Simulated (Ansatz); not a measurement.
```
Co
1.0
     2.48736    0.00000    0.00000
    -1.24368    2.15412    0.00000
     0.00000    0.00000    4.06329
Co
2
Direct
  0.33333 0.66667 0.74014
  0.66667 0.33333 0.25986
```

Space group P-3m1; a structure from a database of computed crystals, not necessarily the ambient phase; not relaxed (largest force 0.5 eV/Å); computed pressure about −11 GPa in this cell.

Computed with Kohn-Sham DFT of a periodic cell, PBEsol, Ansatz PAW (Ansatz).

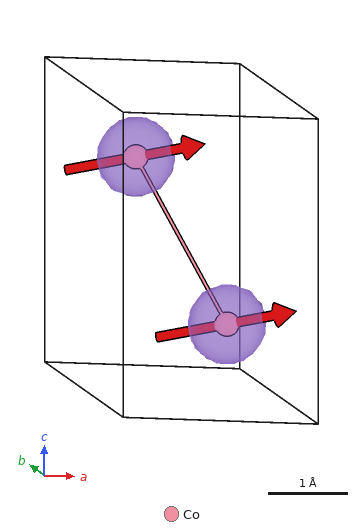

Co. Isosurface of the size of the magnetisation density at 0.8 e/Å³ (purple), with the spin moments of the magnetic sites as arrows; seen slightly off an axis.

Question: How are the spin moments arranged, and how large are they?

Answer: Spin moments: Co 1.6 μB. All point the same way (ferromagnetic).
